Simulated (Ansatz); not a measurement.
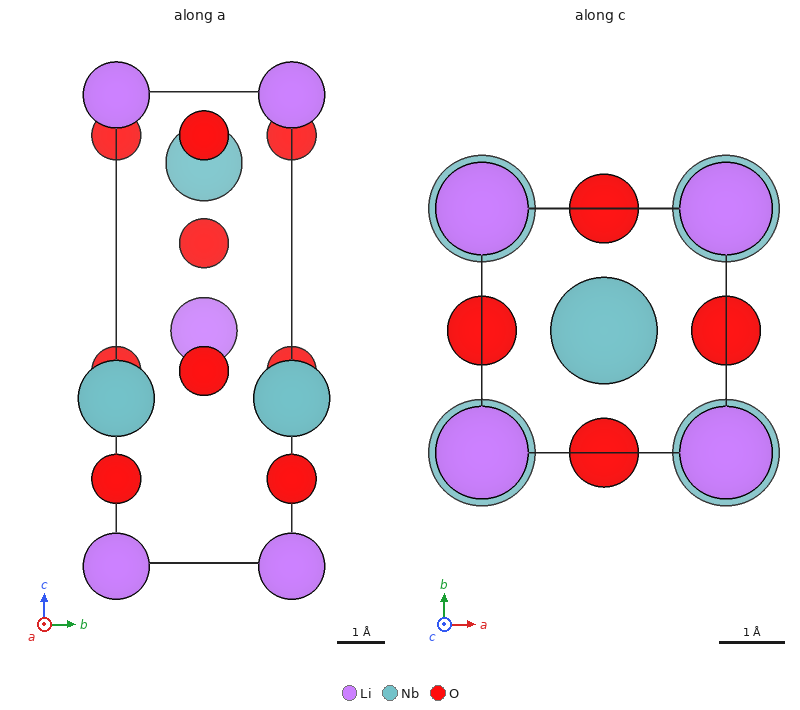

View along the a axis and along the c axis, drawn as a spheres-only model. One conventional unit cell is framed, with atoms on its boundary repeated.

LiNbO3, space group I4mm (No. 107), a = 3.81 Å, b = 3.81 Å, c = 10.24 Å, α = 90.00°, β = 90.00°, γ = 90.00°.

Level of theory and settings: DFT PBE, scalar-relativistic, plane waves, PAW in Ansatz 0.2.0, E_cut = 420 eV, k-points about 0.23 Å⁻¹ apart, Gaussian smearing of 0.02 eV, no spin polarisation.

**What does the calculation say: metal or gapped?**

A semiconductor at this level, with a gap of 2.05 eV, indirect; the smallest direct gap is 2.90 eV.

The structure was taken from a random cell made by a generator, so it need not be a real form of the compound. Earlier steps of the study, as a rule a relaxation of our own, may have changed the cell and positions, so they can lie some per cent off the listed ones. It went into a calculation with Ansatz.
